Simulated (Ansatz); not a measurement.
**Single-point calculation, with input and output: Si**

System: Si (slab, 16 atoms in the cell).
Method: DFT PBE+D3(BJ), scalar-relativistic, plane waves, PAW, PAW set soft_1, no spin polarisation (Ansatz 0.2.0).

The structure derives from an entry of the Crystallography Open Database. Figures and captions count atoms from 1; the log counts them from 0 in places.

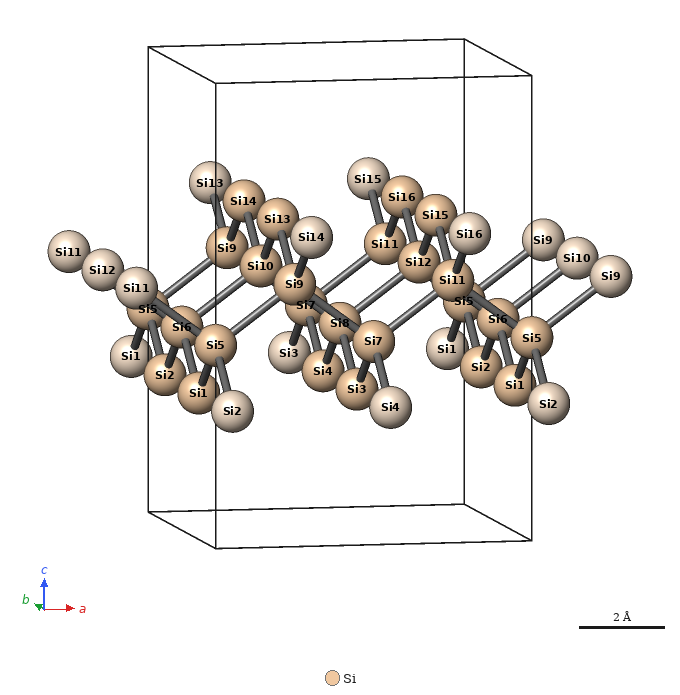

**Figure 1.** The structure as given in the input (ball-and-stick view of the cell of the calculation, with the vacuum cut short, seen slightly off an axis; neighbours outside the cell are drawn fainter; atoms are numbered from 1 in the order of the input). An atom can appear more than once, as a periodic image.

**Key numbers**

```json
{"quantity": "outcome", "value": "converged"}
{"quantity": "electrons treated", "value": "64"}
{"quantity": "free energy", "value": "−10162.0962 eV"}
{"quantity": "work function, top face", "value": "5.29 eV"}
{"quantity": "work function, bottom face", "value": "5.29 eV"}
{"quantity": "Fermi energy", "value": "−2.340 eV"}
{"quantity": "gap on the k-point mesh", "value": "none (metallic)"}
{"quantity": "work function (upper face)", "value": "5.29 eV"}
{"quantity": "largest force (length of the vector)", "value": "0.119 eV/Å"}
{"quantity": "hardware", "value": "2 threads of Arm Neoverse V2, 24 GiB of memory available, shared host"}
{"quantity": "wall time", "value": "18 s (CPU time 37 s)"}
{"quantity": "peak memory", "value": "1.2 GiB"}
```

**Input file**
```yaml
crystal:
  lattice:
    - [7.6666885535, 0.0, 0.0]
    - [0.0, 7.6666885535, 0.0]
    - [0.0, 0.0, 21.2034818118]
  atoms:
    - { symbol: Si, position: [0.0, 0.25, 0.1886482624] }
    - { symbol: Si, position: [0.0, 0.75, 0.1886482624] }
    - { symbol: Si, position: [0.5, 0.25, 0.1886482624] }
    - { symbol: Si, position: [0.5, 0.75, 0.1886482624] }
    - { symbol: Si, position: [0.0, 0.0, 0.2525666263] }
    - { symbol: Si, position: [0.0, 0.5, 0.2525666263] }
    - { symbol: Si, position: [0.5, 0.0, 0.2525666263] }
    - { symbol: Si, position: [0.5, 0.5, 0.2525666263] }
    - { symbol: Si, position: [0.25, 0.0, 0.319193675] }
    - { symbol: Si, position: [0.25, 0.5, 0.319193675] }
    - { symbol: Si, position: [0.75, 0.0, 0.319193675] }
    - { symbol: Si, position: [0.75, 0.5, 0.319193675] }
    - { symbol: Si, position: [0.25, 0.25, 0.3821769407] }
    - { symbol: Si, position: [0.25, 0.75, 0.3821769407] }
    - { symbol: Si, position: [0.75, 0.25, 0.3821769407] }
    - { symbol: Si, position: [0.75, 0.75, 0.3821769407] }
basis:
  ecutwfc: 420
kpoints:
  mp_grid: { grid: [4, 4, 1] }
hamiltonian:
  xc: pbe
  pseudopotentials: { kind: paw, azcp: { folder: soft_1 } }
  dispersion: d3bj
scf:
  occupations: { method: gaussian, width: 0.05 }
output:
  forces: true
  eigenvalues: true
efield:
  axis: 3
  dipole_correction: true
  ramp_width: 0.04
```

Launch command:
```bash
ansatz run input.yaml --threads 2 --pin off --max-ram 6144MiB --backend cpu --events-out ev --progress --plain --runs-dir out
```

**What the program printed**
```
Engine: ansatz 0.2.0, aarch64-unknown-linux-gnu
Pseudopotentials: kind: paw
Pseudopotential: Si, paw, valence charge 4, recommended cutoff 420 eV (normal), [file]
Functional definition: PBE
  parameter kappa = 0.804
  parameter beta = 0.06672455060314922
  exchange = pbe_x(kappa = kappa, mu = beta*pi^2/3)
  correlation = pbe_c(beta = beta)
Crystal: 16 atoms, lattice volume = 1246.301 Å³
Basis set: ecut = 420 eV, 24379 PW (Γ), exchange–correlation on 108×108×288 points (8 copies of the dense FFT grid, shifted against one another)
Bands: 48, of which v1, the nominal top of the filled ones, is band 32 counted from 1 (31 counted from 0)
Symmetry: 16 space group operations
Space group: Pmm2 (ITA 25), of the structure as read, at distance tolerance 1.1e-4 Å
k-points: 9 of 16
Non-local potential: Si, projectors of the file, l = 0: 2, l = 1: 2, l = 2: 1
PAW form: soft (Blöchl's): semilocal exchange-correlation on the pseudo side does not see the compensation charge
PAW one-centre angular grid: Si, 110 points (default); XC on 64 Gauss nodes
Initial density: superposition of atomic densities (neutral atoms: chi_scale 0, normalization atom)
Initial wavefunctions: pseudopotential atomic-orbital guess
Functional: x = pbe(κ = 0.804, μ = 0.2195149727645171), c = pbe(β = 0.06672455060314922)
SCF iter   1: F=—  HF=-10164.227157 eV  |F-HF|=—  |Δ(HF+E_count)|=         —  Δρ=2.06e-2  dr2=8.76e0  ethr=3.10e-3  p=0.000 e·Å  D=1.14e-9 V/Å  ΔV_dip=-0.00 eV  dr2_dipole=8.83e-5  V_vac-E_F(+/−)=6.21/6.21 eV  ⟨swp⟩=10.4  Hψ=2738  notcnv=0  defer=11
efield: sawtooth ramp at fractional position 0.7654 (placed from the atoms, in the widest stretch of the axis that holds none; the zero of the levels goes with the place), width 0.0400; the density the first Hamiltonian is built on has a dipole p = 0.000 e·Å; the dipole correction subtracts the counter field D = 1.14e-9 V/Å, which shifts the + side's vacuum level by -0.00 eV against the − side's; the planar-averaged density in the ramp window peaks in size at 2.0e-8 e/Å³
preconditioner: auto → LDOS  [metal: Δε(μ)=0.035 eV  Ē_g=6.777 eV  σ=0.050 eV  W_gap=0.35  n_scr=86 (ndim 8)  ℏωp=8.4 eV  f_vac=0.585  D(μ)=15.57/eV (n_scr^D=74)  β→1.0]
SCF iter   2: F=—  HF=-10162.265882 eV  |F-HF|=—  |Δ(HF+E_count)|=    1.96e0  Δρ=5.17e-3  dr2=1.34e0  ethr=3.10e-3  p=-0.003 e·Å  D=-4.40e-4 V/Å  ΔV_dip=0.01 eV  dr2_dipole=4.02e-4  V_vac-E_F(+/−)=5.69/5.68 eV  ⟨swp⟩=3.0  Hψ=1013  notcnv=0  defer=82
SCF iter   3: F=—  HF=-10162.112530 eV  |F-HF|=—  |Δ(HF+E_count)|=   1.53e-1  Δρ=1.62e-3  dr2=8.42e-2  ethr=2.09e-3  p=0.004 e·Å  D=6.14e-4 V/Å  ΔV_dip=-0.01 eV  dr2_dipole=1.55e-5  V_vac-E_F(+/−)=5.40/5.42 eV  ⟨swp⟩=3.1  Hψ=624  notcnv=0  defer=82
SCF iter   4: F=—  HF=-10162.096506 eV  |F-HF|=—  |Δ(HF+E_count)|=   1.60e-2  Δρ=5.49e-4  dr2=6.31e-3  ethr=1.32e-4  p=0.001 e·Å  D=1.51e-4 V/Å  ΔV_dip=-0.00 eV  dr2_dipole=4.14e-5  V_vac-E_F(+/−)=5.30/5.30 eV  ⟨swp⟩=3.7  Hψ=998  notcnv=0  defer=80
SCF iter   5: F=—  HF=-10162.096051 eV  |F-HF|=—  |Δ(HF+E_count)|=   4.55e-4  Δρ=1.11e-4  dr2=3.46e-4  ethr=9.85e-6  p=0.002 e·Å  D=3.56e-4 V/Å  ΔV_dip=-0.01 eV  dr2_dipole=1.29e-5  V_vac-E_F(+/−)=5.29/5.30 eV  ⟨swp⟩=2.1  Hψ=609  notcnv=0  defer=80
SCF iter   6: F=—  HF=-10162.096137 eV  |F-HF|=—  |Δ(HF+E_count)|=   8.61e-5  Δρ=2.96e-5  dr2=2.01e-5  ethr=5.41e-7  p=0.003 e·Å  D=3.81e-4 V/Å  ΔV_dip=-0.01 eV  dr2_dipole=6.22e-7  V_vac-E_F(+/−)=5.29/5.30 eV  ⟨swp⟩=2.0  Hψ=634  notcnv=0  defer=80
SCF iter   7: F=—  HF=-10162.096247 eV  |F-HF|=—  |Δ(HF+E_count)|=   1.10e-4  Δρ=8.25e-6  dr2=5.48e-6  ethr=3.14e-8  p=0.002 e·Å  D=3.27e-4 V/Å  ΔV_dip=-0.01 eV  dr2_dipole=1.66e-6  V_vac-E_F(+/−)=5.29/5.29 eV  ⟨swp⟩=2.2  Hψ=606  notcnv=0  defer=80
SCF iter   8: F=-10162.096248 eV  HF=-10162.096248 eV  |F-HF|=7.63e-8  |Δ(HF+E_count)|=   8.58e-7  Δρ=1.85e-6  dr2=9.39e-8  ethr=1.56e-10  p=0.002 e·Å  D=3.51e-4 V/Å  ΔV_dip=-0.01 eV  dr2_dipole=1.55e-8  V_vac-E_F(+/−)=5.29/5.29 eV  ⟨swp⟩=20.4  Hψ=3288  notcnv=0
SCF 1 converged in 8 iterations: F = -10162.096248 eV  dr2 = 9.39e-8
  greatest PAW one-centre occupation: 0.695 electrons in one spin orbital (limit 2), on the Si atom at site 3 (counted from 0), in its partial waves of l = 0
SCF converged after 8 iterations
Free energy (F): -10162.096248 eV
Harris-Foulkes:  -10162.096248 eV  (|F-HF|=7.63e-8)
Internal energy: -10162.086399 eV  (E = F + TS)
E sigma→0 (E₀):  -10162.091323 eV
Entropy (-TS):   -0.009849 eV (-0.616 meV/atom)
Fermi energy:    -2.339752 eV
Dipole field:    D = 0.000283 V/Å  (p = 0.001952 e·Å, saw-weighted, corrected)
Work function:   Φ+ = 5.2869 eV   Φ− = 5.2929 eV
Levels:          The Fermi level and band energies are counted from a zero that moves with the ramp; work functions are not
--- Per-component energies (eV) ---
  E_band       = -423.418458
  E_kinetic    = 613.547480
  E_local      = -12442.208099  (includes V_loc(G=0)·N_el)
  E_nonlocal   = 364.957037
  E_hartree    = 5897.813814
  E_xc         = -883.985507
  E_vxc        = -736.526677  (∫ρ·V_xc dr)
  E_paw        = -8178.216535  (= ΣΔE_a)
  E_vpaw       = -18.827326  (= ΣTr[D̂ρ^β])
  E_aug_tail   = 0.000670  (compensation charges beyond the density's cutoff)
  E_efield     = 0.000000  (sawtooth field / dipole correction)
  E_vefield    = -0.000089  (∫n·V_field dr)
  E_ewald      = 4469.690180
  E_disp       = -3.685440  (pairwise vdW)
  E_smearing   = -0.009849  (= −TS)
  E_closure    = -0.000000  (closes the sum)
  Σ components = -10162.096248   (vs F -10162.096248, Δ=0.00e0)
--- Forces (eV/Å), atoms counted from 1 ---
  atom   1  Si    -0.00000000    -0.00000000     0.11879250
  atom   2  Si     0.00000000     0.00000000     0.11879250
  atom   3  Si    -0.00000000     0.00000000     0.11879250
  atom   4  Si     0.00000000    -0.00000000     0.11879250
  atom   5  Si    -0.00000000     0.00000000    -0.11929878
  atom   6  Si    -0.00000000     0.00000000    -0.11929878
  atom   7  Si     0.00000000    -0.00000000    -0.11929878
  atom   8  Si    -0.00000000    -0.00000000    -0.11929878
  atom   9  Si     0.00000000    -0.00000000    -0.00858205
  atom  10  Si     0.00000000     0.00000000    -0.00858205
  atom  11  Si     0.00000000     0.00000000    -0.00858205
  atom  12  Si    -0.00000000    -0.00000000    -0.00858205
  atom  13  Si     0.00000000    -0.00000000     0.00911815
  atom  14  Si     0.00000000    -0.00000000     0.00911815
  atom  15  Si    -0.00000000    -0.00000000     0.00911815
  atom  16  Si    -0.00000000    -0.00000000     0.00911815
  max |Σ_I F_I| component: 1.19e-4 eV/Å
--- Band table (eV; the first three rows and the last of 9) ---
  k-point 0: bands = ["-13.2331", "-11.7888", "-11.5966", "-11.5467", "-11.0820", "-9.9538", "-9.7849", "-9.7498", "-9.1727", "-8.9868", "-8.9346", "-8.2506", "-7.7698", "-7.4352", "-7.4123", "-5.2885", "-5.2815", "-4.6005", "-4.2748", "-4.2261", "-4.0480", "-3.9700", "-3.7775", "-3.7553", "-3.6033", "-3.5768", "-3.2599", "-3.2291", "-3.1784", "-2.8962", "-2.3716", "-2.2254", "-2.2224", "-1.9526", "-1.5474", "-1.5391", "-1.0104", "-0.5274", "-0.3682", "-0.1302", "0.2457", "0.3445", "0.3722", "0.4143", "0.5419", "0.5999", "0.6587", "1.0081"]
  k-point 1: bands = ["-13.1019", "-12.1653", "-11.4568", "-11.4073", "-10.9369", "-10.3866", "-10.3421", "-9.8150", "-9.4022", "-8.2644", "-8.2303", "-7.8889", "-7.4080", "-7.3884", "-7.3518", "-5.4658", "-5.4544", "-5.1766", "-4.9213", "-4.4901", "-4.3327", "-4.2962", "-3.9556", "-3.4133", "-3.3892", "-3.3174", "-3.3007", "-3.2122", "-3.1417", "-3.1206", "-2.6151", "-2.5173", "-2.5127", "-1.8888", "-1.7082", "-1.6989", "-0.8840", "-0.2777", "0.0294", "0.1120", "0.3005", "0.4871", "0.8814", "0.9083", "0.9087", "1.5475", "1.5823", "1.6117"]
  k-point 2: bands = ["-12.7221", "-12.7221", "-11.0433", "-11.0433", "-10.9952", "-10.9952", "-10.5060", "-10.5060", "-8.4615", "-8.4615", "-7.5267", "-7.5267", "-7.5264", "-7.5264", "-5.9227", "-5.9227", "-5.4376", "-5.4376", "-5.3041", "-5.3041", "-5.2677", "-5.2677", "-3.7034", "-3.7034", "-3.0291", "-3.0291", "-3.0058", "-3.0058", "-3.0036", "-3.0036", "-2.4430", "-2.4430", "-2.3003", "-2.3003", "-2.2857", "-2.2857", "-0.5161", "-0.5161", "0.0505", "0.0505", "0.5776", "0.5776", "1.1800", "1.1800", "1.6797", "1.6797", "1.7165", "1.7165"]
  k-point 8: bands = ["-12.2294", "-12.2294", "-12.2294", "-12.2294", "-10.4055", "-10.4055", "-10.4055", "-10.4055", "-8.1161", "-8.1161", "-8.1161", "-8.1161", "-6.4007", "-6.4007", "-6.4007", "-6.4007", "-5.2623", "-5.2623", "-5.2623", "-5.2623", "-5.2148", "-5.2148", "-5.2148", "-5.2148", "-2.8960", "-2.8960", "-2.8960", "-2.8960", "-2.6357", "-2.6357", "-2.6357", "-2.6357", "-1.7262", "-1.7262", "-1.7262", "-1.7262", "-1.3651", "-1.3651", "-1.3651", "-1.3651", "1.6952", "1.6952", "1.6952", "1.6952", "2.2141", "2.2141", "2.2141", "2.2141"]
```

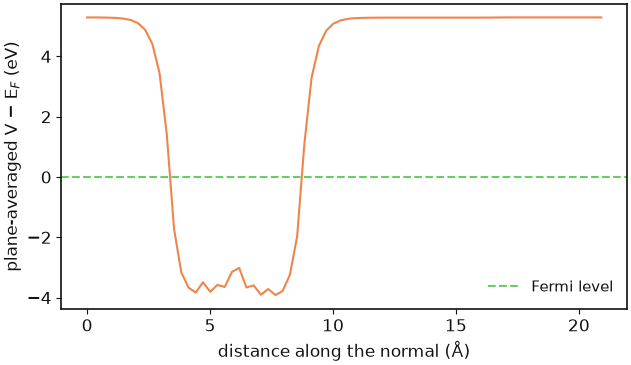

**Figure 2.** Plane average of the electrostatic potential energy of an electron across the cell, from the Fermi level. The vacuum level lies 5.29 eV above the Fermi level.

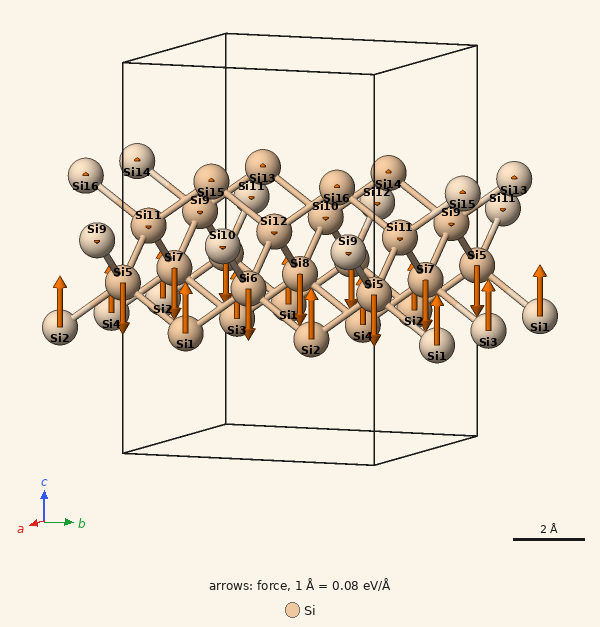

**Figure 3.** Forces on the atoms as orange arrows (ball-and-stick view of the cell of the calculation, with the vacuum cut short, seen slightly off an axis; neighbours outside the cell are drawn fainter; atoms are numbered from 1 in the order of the input). The largest act on Si1, Si2, Si3, Si4, Si5, Si6 and 2 more (0.12 eV/Å). The geometry is not a stationary point of this energy.

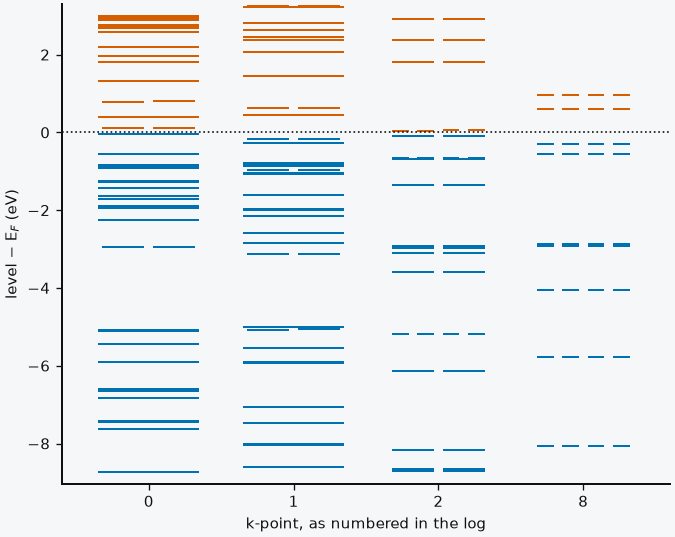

**Figure 4.** Kohn–Sham levels near the Fermi level (dotted) at the few k-points that the log prints; levels within 0.02 eV of each other stand side by side. The system is metallic on the full mesh.
